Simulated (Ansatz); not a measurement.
**Ni: which magnetic state does the SCF reach?**

Is Ni magnetic at this level, in which order, and do all starts find it? Single-point runs from several starts follow. We look at Ni: the measured crystal structure (space group Fm-3m, primitive cell doubled), with 2 atoms per cell. Source: COD entry 9013030, which need not be the ambient phase.

The COD cell was measured well above room temperature, so it is larger than a cold one.

Program: Ansatz 0.2.0. Level of theory: DFT PBE, PAW, plane waves, scalar-relativistic. These are calculated values, not measurements.

### Step 1. Starting point

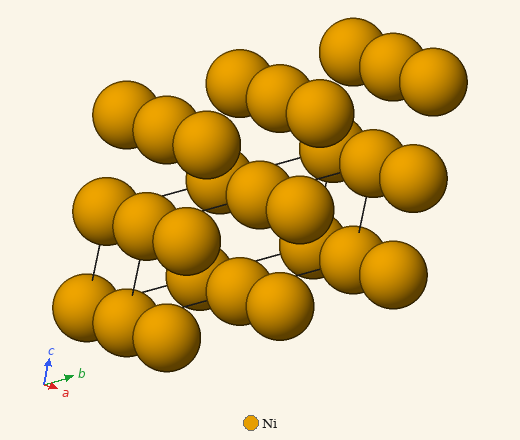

The starting structure, seen slightly off an axis (nickel amber). 2×1×2 cells are drawn. Atoms on the faces are drawn again on the opposite ones.

Structure file:

```
CELL_PARAMETERS angstrom
0.00000 1.79050 1.79050
3.58100 0.00000 3.58100
1.79050 1.79050 0.00000
ATOMIC_POSITIONS crystal
Ni 0.00000 0.00000 0.00000
Ni 0.00000 0.50000 0.00000
```

Labels such as Ni2 number the atoms in the order of the input file.

Planned first: parallel moments, plain SCF; opposed moments +-, plain SCF; no spin polarisation; spin on, no moments given (the program may seed its own), plain SCF. Further starts follow from what these give.

“Plain SCF” means no search for lower states. Ends within 0.2 meV/atom and 0.1 μB count as one state.

The total moment includes the space between the atomic spheres.

### Step 2. Parallel moments, plain SCF

The input, input.yaml:

```yaml
crystal:
  lattice:
    - [0.0, 1.7905, 1.7905]
    - [3.581, 0.0, 3.581]
    - [1.7905, 1.7905, 0.0]
  atoms:
    - { symbol: Ni, position: [0.0, 0.0, 0.0], spin: 2.0 }
    - { symbol: Ni, position: [0.0, 0.5, 0.0], spin: 2.0 }
magnetization:
  spin_polarized: true
hamiltonian:
  xc: pbe
  pseudopotentials: { kind: paw }
basis:
  ecutwfc: 420
kpoints:
  mp_grid: { grid: [13, 7, 13] }
scf:
  occupations: { method: fermi_dirac, width: 0.1 }
  lower_state_search: "off"
output:
  forces: true
  stress: true
```

Log (excerpt; [...] marks lines left out):

```text
Warning: crystal.symmetry: narrowed to the stabiliser of the k-point mesh — unitary ops 24 → 8; excluded 16 operations that carry a point of the 13×7×13 mesh (shift [0, 0, 0]) off the mesh (the run samples exactly the mesh kpoints.mp_grid names, as under crystal.symmetry.detect: false, [...]
Pseudopotentials: kind: paw
Pseudopotential: Ni, paw, valence charge 18, recommended cutoff 420 eV (normal), Ni.paw.azcp
Functional definition: PBE
[...]
Crystal: 2 atoms, lattice volume = 22.961 Å³
Basis set: ecut = 420 eV, 457 PW (Γ), exchange–correlation on 36×72×36 points (8 copies of the dense FFT grid, shifted against one another)
Bands: 24, of which v1, the nominal top of the filled ones, is band 18 counted from 1 (17 counted from 0)
Symmetry: 8 space group operations
k-points: 322 of 1183
[...]
Starting moments: Σ|m| = 4 μB on 2 of 2 sites
[...]
SCF iter   1: F=—  HF=-11678.926669 eV  |F-HF|=—  |Δ(HF+E_count)|=         —  Δρ=1.29e-1 (↑1.08e-1 ↓1.29e-1)  dr2=6.23e-2  dr2_m=2.94e0  M=1.871 μB ∫|m|=2.094 μB  β_m=0.30  ethr=1.73e-4  ⟨swp⟩=1.0  Hψ=76215  notcnv=0
[...]
spin-set hold released at iteration 1 (the charge has settled, or the pull on large starting moments outlasts its swing): the magnetisation degrees of freedom join the quasi-Newton model from the next iteration; the mixer history was flushed
[...]
SCF iter  10: F=-11679.463830 eV  HF=-11679.463830 eV  |F-HF|=4.17e-9  |Δ(HF+E_count)|=   8.39e-9  Δρ=7.68e-6 (↑2.07e-6 ↓7.68e-6)  dr2=7.18e-9  dr2_m=2.07e-9  M=1.266 μB ∫|m|=1.454 μB  ethr=6.91e-11  ⟨swp⟩=2.5  Hψ=49584  notcnv=0
[...]
SCF converged after 10 iterations
Magnetization: 1.2656 μB (18.6328 up, 17.3672 down)
Absolute magnetization: 1.4554 μB (∫|ρ↑−ρ↓|, with the PAW one-centre terms)
Spin contamination: 0.0152 ħ² per cell (⟨S²⟩ above its minimum at these occupations)
Per-site moments (μB) at R_I (Å): [(0.6726475705855742, 1.0445116206644736), (0.6726475705855742, 1.0445116206644736)]
Free energy (F): -11679.463830 eV
[...]
E sigma→0 (E₀):  -11679.407899 eV
Entropy (-TS):   -0.111863 eV (-55.931 meV/atom)
Fermi energy:    16.984556 eV
[...]
--- Forces (eV/Å), atoms counted from 1 ---
  atom   1  Ni     0.00000000     0.00000000     0.00000000
  atom   2  Ni     0.00000000     0.00000000     0.00000000
[...]
--- Stress (GPa, compression-positive) ---
       -8.939855      -0.022989       0.094930
       -0.022989      -8.978562      -0.022989
        0.094930      -0.022989      -8.939855
  P = ⅓ Tr σ = -8.9528 GPa (-89.528 kbar)
```

Wall time 9.5 s (2 threads of an Arm CPU, shared host); peak memory 0.5 GiB.

Result: ferromagnetic, site moments Ni1 0.67, Ni2 0.67 μB, total 1.27 μB per cell, no gap on the k-mesh.

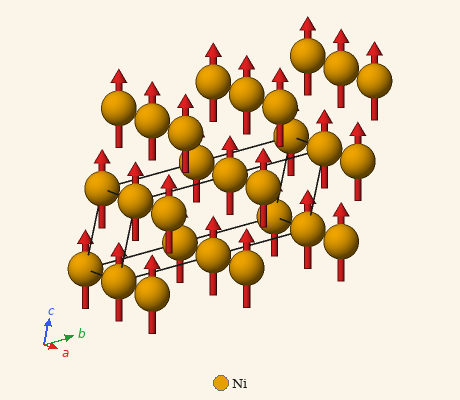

The moments of this state as arrows, longer for larger moments (red one way, blue the other). Without spin-orbit coupling their common direction is free.

### Step 3. Opposed moments +-, plain SCF

Changes to input.yaml since step 2:

```diff
@@ -7,3 +7,3 @@
     - { symbol: Ni, position: [0.0, 0.0, 0.0], spin: 2.0 }
-    - { symbol: Ni, position: [0.0, 0.5, 0.0], spin: 2.0 }
+    - { symbol: Ni, position: [0.0, 0.5, 0.0], spin: -2.0 }
 magnetization:
```

Log (excerpt; [...] marks lines left out):

```text
Warning: crystal.symmetry: narrowed to the stabiliser of the k-point mesh — unitary ops 12 → 4; excluded 8 operations that carry a point of the 13×7×13 mesh (shift [0, 0, 0]) off the mesh (the run samples exactly the mesh kpoints.mp_grid names, as under crystal.symmetry.detect: false, and [...]
[... 11 lines as in an earlier run ...]
Symmetry: 4 space group operations
[... 5 lines as in an earlier run ...]
Starting moments: Σ|m| = 4 μB on 2 of 2 sites
[... 2 lines as in an earlier run ...]
spin-down is spin-up translated by (0, 0.5, 0): one eigenproblem is solved per k-point and the antiferromagnetic symmetry of the starting moments is kept exactly by this SCF (crystal.symmetry.spin_inversion_symmetry: false solves both channels; [...]
SCF iter   1: F=—  HF=-11678.709431 eV  |F-HF|=—  |Δ(HF+E_count)|=         —  Δρ=1.28e-1 (↑1.28e-1 ↓1.28e-1)  dr2=1.01e-1  dr2_m=3.41e0  M=0.000 μB ∫|m|=1.960 μB  β_m=0.30  ethr=2.81e-4  ⟨swp⟩=1.2  Hψ=38530  notcnv=0
[...]
[... 1 line as in an earlier run ...]
[...]
SCF iter  25: F=-11679.383124 eV  HF=-11679.383124 eV  |F-HF|=3.64e-12  |Δ(HF+E_count)|=   6.54e-9  Δρ=3.13e-7 (↑3.13e-7 ↓3.13e-7)  dr2=8.28e-12  dr2_m=1.21e-11  M=0.000 μB ∫|m|=0.002 μB  ethr=1.00e-12  ⟨swp⟩=1.2  Hψ=29107  notcnv=0
[...]
SCF converged after 25 iterations
Magnetization: 0.0000 μB (18.0000 up, 18.0000 down)
Absolute magnetization: 0.0025 μB (∫|ρ↑−ρ↓|, with the PAW one-centre terms)
Spin contamination: 0.0000 ħ² per cell (⟨S²⟩ above its minimum at these occupations)
Per-site moments (μB) at R_I (Å): [(0.0012010924769349262, 1.0445116206644736), (-0.0012010924769349262, 1.0445116206644736)]
Free energy (F): -11679.383124 eV
[...]
E sigma→0 (E₀):  -11679.289299 eV
Entropy (-TS):   -0.187649 eV (-93.824 meV/atom)
Fermi energy:    16.814523 eV
[...]
--- Forces (eV/Å), atoms counted from 1 ---
  atom   1  Ni    -0.00000000     0.00000000    -0.00000000
  atom   2  Ni     0.00000000     0.00000000     0.00000000
[...]
--- Stress (GPa, compression-positive) ---
       -9.702055      -0.021049      -0.042688
       -0.021049      -9.763238      -0.021049
       -0.042688      -0.021049      -9.702055
  P = ⅓ Tr σ = -9.7224 GPa (-97.224 kbar)
```

Run time: 12 s. Hardware: 2 threads of an Arm CPU, shared host; peak memory 0.47 GiB.

End: non-magnetic, no gap on the k-mesh. It lies 40.4 meV/atom above the lowest state so far (step 2).

### Step 4. No spin polarisation

Changes to input.yaml since step 3:

```diff
@@ -6,6 +6,4 @@
   atoms:
-    - { symbol: Ni, position: [0.0, 0.0, 0.0], spin: 2.0 }
-    - { symbol: Ni, position: [0.0, 0.5, 0.0], spin: -2.0 }
-magnetization:
-  spin_polarized: true
+    - { symbol: Ni, position: [0.0, 0.0, 0.0] }
+    - { symbol: Ni, position: [0.0, 0.5, 0.0] }
 hamiltonian:
```

Log (excerpt; [...] marks lines left out):

```text
[... 11 lines as in an earlier run ...]
Bands: 22, of which v1, the nominal top of the filled ones, is band 18 counted from 1 (17 counted from 0)
[... 5 lines as in an earlier run ...]
[...]
[... 2 lines as in an earlier run ...]
SCF iter   1: F=—  HF=-11679.382994 eV  |F-HF|=—  |Δ(HF+E_count)|=         —  Δρ=2.42e-3  dr2=6.94e-4  ethr=1.77e-3  ⟨swp⟩=4.4  Hψ=25727  notcnv=0
[...]
SCF iter   6: F=-11679.383124 eV  HF=-11679.383124 eV  |F-HF|=4.87e-10  |Δ(HF+E_count)|=   1.81e-8  Δρ=3.26e-6  dr2=7.49e-10  ethr=3.75e-11  ⟨swp⟩=2.9  Hψ=25785  notcnv=0
[...]
SCF converged after 6 iterations
Free energy (F): -11679.383124 eV
[...]
E sigma→0 (E₀):  -11679.289299 eV
Entropy (-TS):   -0.187649 eV (-93.825 meV/atom)
Fermi energy:    16.814514 eV
[... 24 lines left out: energy terms, forces, stress ...]
```

Wall time 3 s (2 threads of an Arm CPU, shared host); peak memory 0.4 GiB.

Nothing new: the 6 iterations lead to the state found in step 3 (non-magnetic).

### Step 5. Spin on, no moments given (the program may seed its own), plain SCF

Changes to input.yaml since step 4:

```diff
@@ -21 +21,3 @@
   stress: true
+magnetization:
+  spin_polarized: true
```

Log (excerpt; [...] marks lines left out):

```text
[... 1 line as in an earlier run ...]
band count auto-derived: 24 (N_el = 36.0; filled up to band 18; 22 by the electrons, moments and atoms)
[... 19 lines as in an earlier run ...]
[...]
SCF iter   1: F=—  HF=-11677.992863 eV  |F-HF|=—  |Δ(HF+E_count)|=         —  Δρ=1.78e-1 (↑1.78e-1 ↓1.71e-1)  dr2=1.30e-2  dr2_m=6.41e0  M=2.582 μB ∫|m|=2.582 μB  ethr=7.17e-4  ⟨swp⟩=1.3  Hψ=38564  notcnv=0
[...]
SCF iter  11: F=-11679.463830 eV  HF=-11679.463830 eV  |F-HF|=1.13e-10  |Δ(HF+E_count)|=   1.24e-8  Δρ=4.11e-6 (↑1.15e-6 ↓4.11e-6)  dr2=7.87e-10  dr2_m=9.17e-10  M=1.266 μB ∫|m|=1.454 μB  ethr=9.19e-12  ⟨swp⟩=1.7  Hψ=46756  notcnv=0
[...]
SCF converged after 11 iterations
Magnetization: 1.2656 μB (18.6328 up, 17.3672 down)
Absolute magnetization: 1.4555 μB (∫|ρ↑−ρ↓|, with the PAW one-centre terms)
Spin contamination: 0.0152 ħ² per cell (⟨S²⟩ above its minimum at these occupations)
Per-site moments (μB) at R_I (Å): [(0.6726559800898959, 1.0445116206644736), (0.6726559800898959, 1.0445116206644736)]
Free energy (F): -11679.463830 eV
[...]
E sigma→0 (E₀):  -11679.407899 eV
Entropy (-TS):   -0.111862 eV (-55.931 meV/atom)
Fermi energy:    16.984523 eV
[... 24 lines left out: energy terms, forces, stress ...]
```

Run time: 10 s. Hardware: 2 threads of an Arm CPU, shared host; peak memory 0.5 GiB.

The run ends in the same state as step 2 (ferromagnetic); it took 11 iterations.

### Step 6. Parallel moments scaled by 0.2, plain SCF

Changes to input.yaml since step 5:

```diff
@@ -6,4 +6,6 @@
   atoms:
-    - { symbol: Ni, position: [0.0, 0.0, 0.0] }
-    - { symbol: Ni, position: [0.0, 0.5, 0.0] }
+    - { symbol: Ni, position: [0.0, 0.0, 0.0], spin: 0.4 }
+    - { symbol: Ni, position: [0.0, 0.5, 0.0], spin: 0.4 }
+magnetization:
+  spin_polarized: true
 hamiltonian:
@@ -21,3 +23 @@
   stress: true
-magnetization:
-  spin_polarized: true
```

Log (excerpt; [...] marks lines left out):

```text
[... 11 lines as in an earlier run ...]
Bands: 23, of which v1, the nominal top of the filled ones, is band 18 counted from 1 (17 counted from 0)
[... 6 lines as in an earlier run ...]
Starting moments: Σ|m| = 0.8 μB on 2 of 2 sites
[... 2 lines as in an earlier run ...]
[...]
SCF iter   1: F=—  HF=-11679.434629 eV  |F-HF|=—  |Δ(HF+E_count)|=         —  Δρ=4.42e-2 (↑4.42e-2 ↓1.16e-2)  dr2=2.47e-1  dr2_m=1.02e-1  M=0.940 μB ∫|m|=0.967 μB  β_m=1.00  ethr=6.87e-4  ⟨swp⟩=1.0  Hψ=73297  notcnv=0
[...]
spin-set hold released at iteration 7 (site moments contracting): the magnetisation degrees of freedom join the quasi-Newton model from the next iteration; the mixer history was flushed
[...]
SCF iter  14: F=-11679.463830 eV  HF=-11679.463830 eV  |F-HF|=4.00e-9  |Δ(HF+E_count)|=   4.59e-9  Δρ=5.50e-6 (↑1.97e-6 ↓5.50e-6)  dr2=4.16e-9  dr2_m=7.86e-10  M=1.266 μB ∫|m|=1.454 μB  ethr=4.44e-11  ⟨swp⟩=2.1  Hψ=45906  notcnv=0
[...]
SCF converged after 14 iterations
Magnetization: 1.2656 μB (18.6328 up, 17.3672 down)
Absolute magnetization: 1.4555 μB (∫|ρ↑−ρ↓|, with the PAW one-centre terms)
Spin contamination: 0.0152 ħ² per cell (⟨S²⟩ above its minimum at these occupations)
Per-site moments (μB) at R_I (Å): [(0.6726508778165012, 1.0445116206644736), (0.6726508778165012, 1.0445116206644736)]
Free energy (F): -11679.463830 eV
[...]
E sigma→0 (E₀):  -11679.407898 eV
Entropy (-TS):   -0.111864 eV (-55.932 meV/atom)
Fermi energy:    16.984552 eV
[... 24 lines left out: energy terms, forces, stress ...]
```

Run time: 12 s. Hardware: 2 threads of an Arm CPU, shared host; peak memory 0.48 GiB.

Nothing new: the 14 iterations lead to the state found in step 2 (ferromagnetic).

(Part 1 of 2 ends here.)
